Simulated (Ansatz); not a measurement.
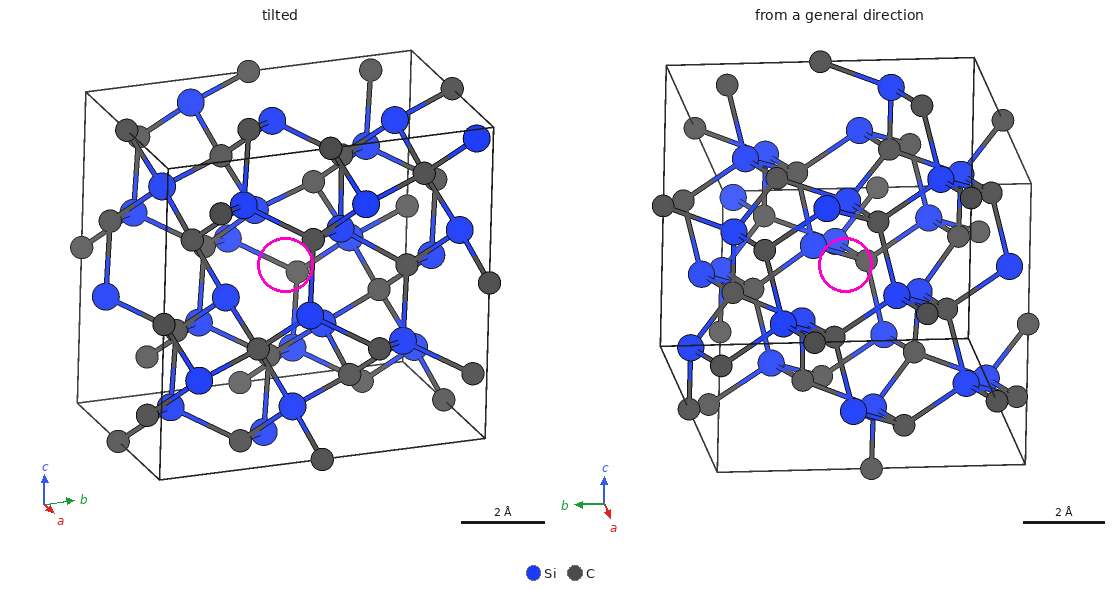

Figure: ball-and-stick view slightly off an axis and from a general direction. The wireframe shows the supercell. The host is SiC, in a cell of 48 sites, and the cell carries a charge of +2. A ring marks the defect's site.

Question: Name the defect and give its surroundings.

Answer: A carbon vacancy. Around the empty site lie four Si at about 2.0 Å.

The atoms were relaxed in the host's cell with Ansatz, DFT PBE, scalar-relativistic, plane waves, PAW.
